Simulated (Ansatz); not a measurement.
System: CdI2-type ZrSe2, space group P-3m1 (No. 164), 3 atoms in the cell, relaxed with r2SCAN+rVV10; a = 3.788 Å, c = 6.180 Å (hexagonal axes). Starting point: PBE, Ansatz PAW set, no spin polarisation, no spin-orbit coupling, 6×6×2 k mesh, 420 eV cutoff, fixed occupations (Ansatz 0.2.0). Many-body step: G0W0 with empty bands 229, screening cutoff 120 eV and frequency treatment contour deformation.

In PBE the smallest gap over these k points is 0.29 eV, with direct gaps of 1.03 eV at Γ, 1.23 eV at A and 1.28 eV at L.

Q: What does G0W0 give?

A: Over the k points that were corrected, the smallest gap goes from 0.29 eV in PBE (Γ to L) to 1.01 eV in G0W0 (Γ to L), a change of +0.72 eV. Counted from the valence top, the lowest empty level moves by +0.85 eV at Γ, +0.84 eV at A and +0.72 eV at L; over the 10 points that were corrected the shifts run from +0.71 to +0.85 eV: a spread of 0.14 eV on a mean of 0.78 eV, so one scissor shift describes this level only roughly. The top filled level also moves against the valence top, by +0.09 eV at H. Down to 2.2 eV under the top, the filled levels keep their spacing within a few percent.

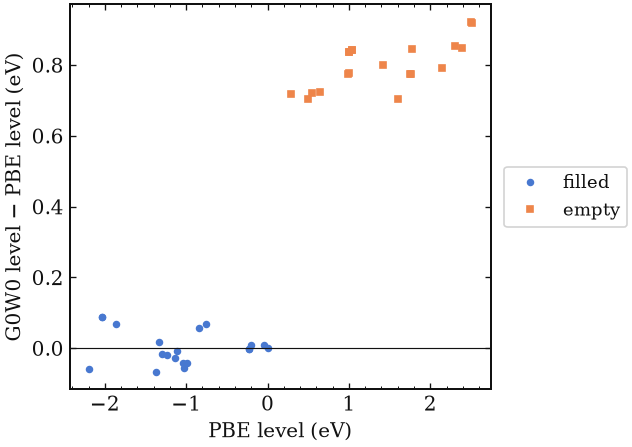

Change of each level from PBE to G0W0 against its PBE energy, both sets counted from their own valence top.

```
k point  PBE direct gap (eV)  G0W0 direct gap (eV)
      Γ                 1.03                  1.88
      A                 1.23                  2.07
      L                 1.28                  2.04
```

The k mesh is coarse (spacing up to 0.51 Å⁻¹), so the values aren't converged. The GW screening of so narrow a gap isn't settled on this k mesh. Spin-orbit coupling is left out, which matters for Se. Bands, cutoffs and mesh are finite, so these values aren't at the basis limit.
